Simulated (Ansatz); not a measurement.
Co

```
CELL_PARAMETERS angstrom
2.22992 0.00000 0.00000
0.00000 2.22992 0.00000
0.00000 0.00000 2.22992
ATOMIC_POSITIONS crystal
Co 0.00000 0.00000 0.00000
```

Space group Pm-3m; set up as Co, simple cubic; a generated structure, not necessarily the stable one; changed on purpose from its base cell (volume × 0.88); computed pressure about 27 GPa in this cell; spin-polarised.

The calculation used Ansatz, DFT, r2SCAN, plane waves (500 eV) with PAW, scalar-relativistic.

The density is the valence pseudo-density of a PAW calculation; it isn't the true density close to the nuclei.

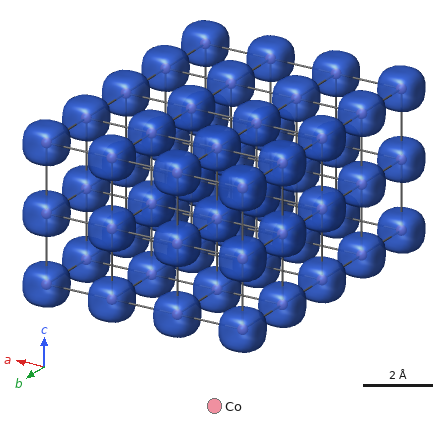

Figure 1. Isosurfaces of the spin density at +0.3 (blue) and −0.3 e/Å³ (red), seen at an oblique angle. Sticks mark near contacts.

Question: Describe the spin distribution.

Answer: The spin density sits on Co: +2.0 μB in one cell of 1 atoms: parallel moments, as they must be, since the calculation's own cell holds one magnetic site. The cell of the calculation (1 atoms) carries 2.0 μB of net spin moment. Only one sign reaches the isovalue.

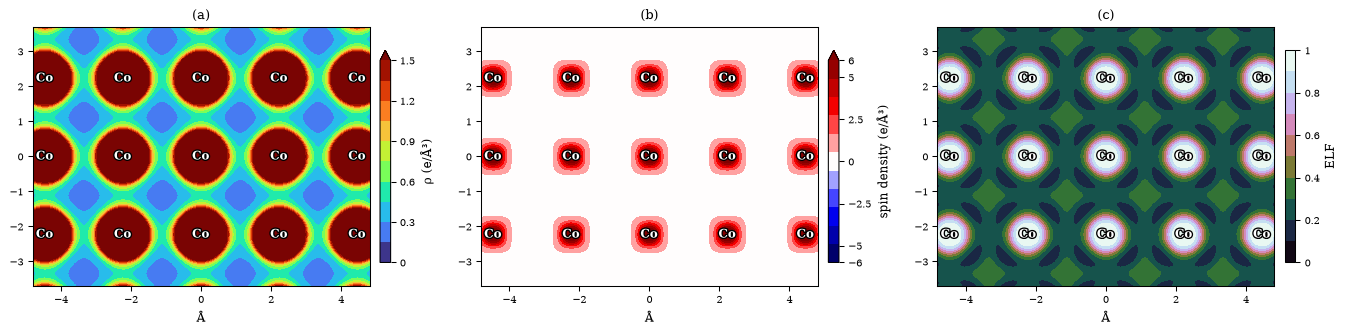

Figure 2. (a) valence pseudo-density; (b) magnetisation density (up minus down); (c) ELF on the (010) plane of the conventional cell.

Question: What do the fields say about this system?

Answer: Atoms in the plane: Co.
Co–Co (2.23 Å): ρ at the midpoint is about 0.49 e/Å³; the ELF is about 0.20 at the midpoint: no localised pair shows between them.
Between the atoms the lowest density in this plane is 0.23 e/Å³.
The features right at Co lie inside the PAW spheres, where the map follows smoothed inner orbitals and isn't to be read closely.

Question: Does the calculation give a band gap?

Answer: It is gapless in this calculation (a metal or semimetal).
